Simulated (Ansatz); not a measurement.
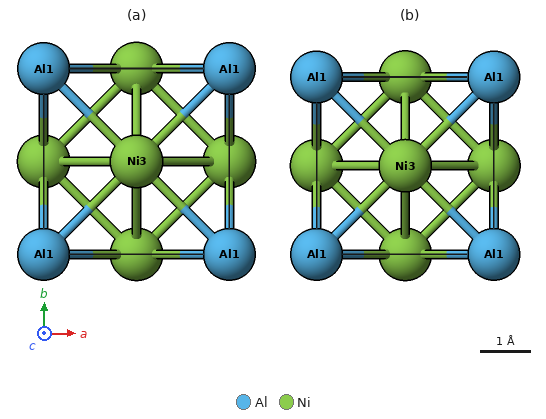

The structure of solid AlNi$_{3}$ (a generated structure, set up in Pm-3m) (coarse preliminary run) before (left) and after (right) a relaxation, at one scale.

The picture is a ball-and-stick view of the cell of the calculation, seen along the c axis.

Case: Pt → Ni on all its sites, cell and atoms relaxed.

Method: DFT PBE, scalar-relativistic, plane waves, PAW in Ansatz 0.2.0. Set-up: plane-wave cutoff 420 eV; k-point mesh 6 × 6 × 6; occupations gaussian; smearing width 0.1 eV; collinear spin; cell and atoms relaxed; force threshold 0.05 eV/Å; at most 60 steps.

### What changed between the two?

After 3 accepted moves (4 points after the start) the energy has fallen by 114 meV per atom. All forces vanish by symmetry, so only the cell relaxes. Pressure: −18.51 GPa at the start and −0.12 GPa at the end. The SCF was repeated once at an unchanged geometry on a basis and grid sized afresh for the cell, which shifted the energy by 0.7 meV per atom at most. The atoms keep their places relative to the cell (all moves are under 0.005 Å). Cell: a = b = c 3.739 → 3.568 Å (−4.6 %). Volume −13.1 %. Among the contacts that change: Al–Ni 2.644 → 2.523 Å, Ni–Ni 2.644 → 2.523 Å. The space group stays Pm-3m (No. 221).
